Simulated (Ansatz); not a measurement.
C₃₂O (cell with a defect)

The calculation's input:

```
crystal:
  lattice:
    - [0.0, 0.0, 7.134852261]
    - [1.232369048, 6.4035774147, 3.5674261305]
    - [-6.1618452403, 2.1345258048, 3.5674261305]
  atoms:
    - { symbol: C, position: [0.0, 0.3333333333, 0.6666666667] }
    - { symbol: C, position: [0.5, 0.3333333333, 0.6666666667] }
    - { symbol: C, position: [0.25, 0.5833333333, 0.9166666667] }
    - { symbol: C, position: [0.75, 0.5833333333, 0.9166666667] }
    - { symbol: C, position: [0.875, 0.2083333333, 0.0416666667] }
    - { symbol: C, position: [0.375, 0.2083333333, 0.0416666667] }
    - { symbol: C, position: [0.125, 0.4583333333, 0.2916666667] }
    - { symbol: C, position: [0.625, 0.4583333333, 0.2916666667] }
    - { symbol: C, position: [0.875, 0.7083333333, 0.5416666667] }
    - { symbol: C, position: [0.375, 0.7083333333, 0.5416666667] }
    - { symbol: C, position: [0.125, 0.9583333333, 0.7916666667] }
    - { symbol: C, position: [0.625, 0.9583333333, 0.7916666667] }
    - { symbol: C, position: [0.0, 0.8333333333, 0.1666666667] }
    - { symbol: C, position: [0.5, 0.8333333333, 0.1666666667] }
    - { symbol: C, position: [0.25, 0.0833333333, 0.4166666667] }
    - { symbol: C, position: [0.75, 0.0833333333, 0.4166666667] }
    - { symbol: C, position: [0.125, 0.2916666667, 0.4583333333] }
    - { symbol: C, position: [0.625, 0.2916666667, 0.4583333333] }
    - { symbol: C, position: [0.375, 0.5416666667, 0.7083333333] }
    - { symbol: C, position: [0.875, 0.5416666667, 0.7083333333] }
    - { symbol: C, position: [1.0, 0.1666666667, 0.8333333333] }
    - { symbol: C, position: [0.5, 0.1666666667, 0.8333333333] }
    - { symbol: C, position: [0.25, 0.4166666667, 0.0833333333] }
    - { symbol: C, position: [0.75, 0.4166666667, 0.0833333333] }
    - { symbol: C, position: [0.0, 0.6666666667, 0.3333333333] }
    - { symbol: C, position: [0.5, 0.6666666667, 0.3333333333] }
    - { symbol: C, position: [0.25, 0.9166666667, 0.5833333333] }
    - { symbol: C, position: [0.75, 0.9166666667, 0.5833333333] }
    - { symbol: C, position: [0.125, 0.7916666667, 0.9583333333] }
    - { symbol: C, position: [0.625, 0.7916666667, 0.9583333333] }
    - { symbol: C, position: [0.375, 0.0416666667, 0.2083333333] }
    - { symbol: C, position: [0.875, 0.0416666667, 0.2083333333] }
    - { symbol: O, position: [0.2650285964, -0.0196154379, -0.0112431166] }
basis:
  ecutwfc: 420
  xc_grid: 2
kpoints:
  mp_grid: { grid: [4, 4, 4], shift: [0.0, 0.0, 0.0] }
hamiltonian:
  xc: pbe
  dispersion: d3bj
scf:
  occupations: { method: gaussian, width: 0.1 }
output:
  forces: true
  stress: false
  eigenvalues: true
  write_density: true
  write_potential: true
  elf: true
  volumetric_format: npy
relax:
  adjacent_minimum: "off"
  f_tol: 0.02
  max_steps: 60
```

Run with:

```sh
ansatz run input.yaml --threads 4 --pin off --max-ram 10240MiB --backend cpu --events-out ev --progress --plain --runs-dir out
```

The fields are those of the run's last geometry, not of the input's.

Theory: DFT PBE+D3(BJ), scalar-relativistic, plane waves, PAW in Ansatz 0.2.0.

The density is the valence pseudo-density of a PAW calculation; it isn't the true density close to the nuclei.

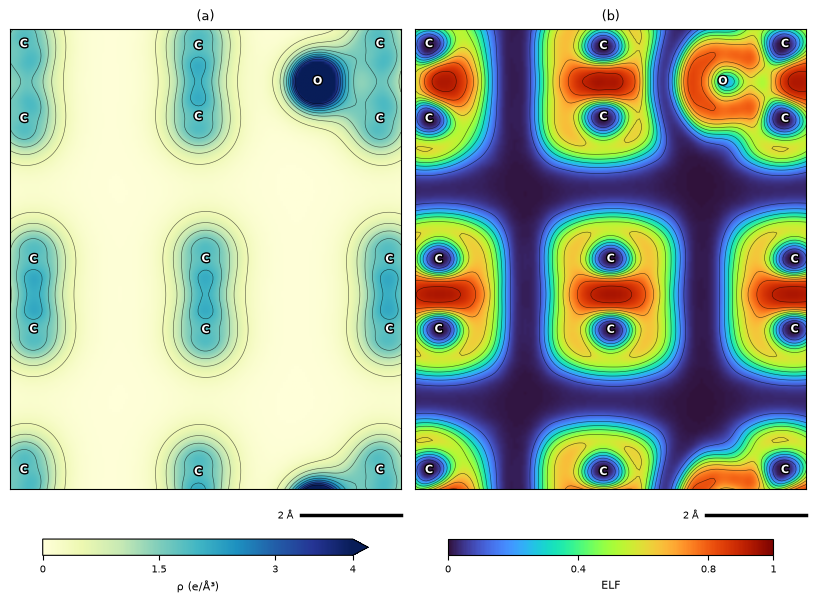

Figure 1. (a) valence charge density (pseudo); (b) electron localisation function on the (011) plane of the calculation cell.

**What does the map show?**

The section cuts through C and O sites.
C–C (1.42 Å): ρ is about 2 e/Å³ halfway; the ELF peaks at about 0.95 between the atoms.
C–O (1.46 Å): ρ at the midpoint is about 1.8 e/Å³; the ELF peaks at about 0.75 between the atoms.

C–C (1.50 Å): ρ is about 1.6 e/Å³ halfway; the ELF peaks at about 0.85 between the atoms.
Between the atoms the lowest density in this plane is 0.009 e/Å³.

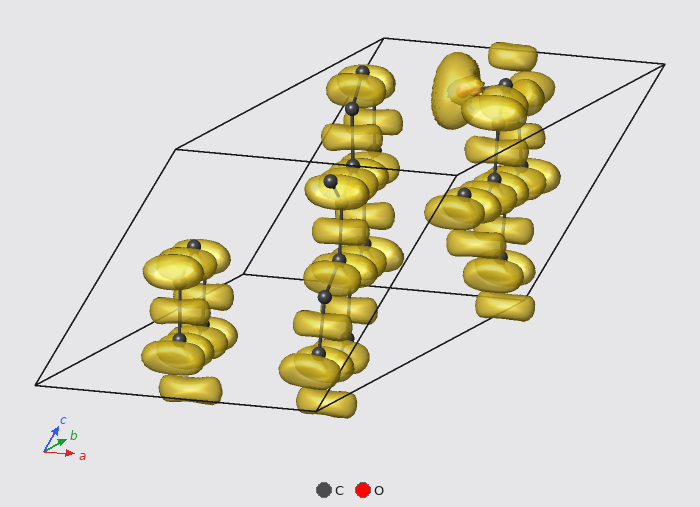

Figure 2. Isosurface of the electron localisation function at 0.75 (yellow), seen at an oblique angle. Only the valence region is drawn (cores and ρ < 0.01 e/Å³ removed). Sticks mark near contacts.

**What do the ELF domains correspond to?**

The ELF exceeds this value in 48 regions between bonded C–C atoms and one region on O in which the atom's valence shell and bonds are merged, counted in one cell of 33 atoms. Any copies at cell faces, edges or corners count once. Along the contacts the grid gives the following. C–C (1.40 Å): the ELF peaks at about 0.95 between the atoms.

**Does the calculation give a band gap?**

It is metallic or semimetallic at this level of theory: no gap opens.
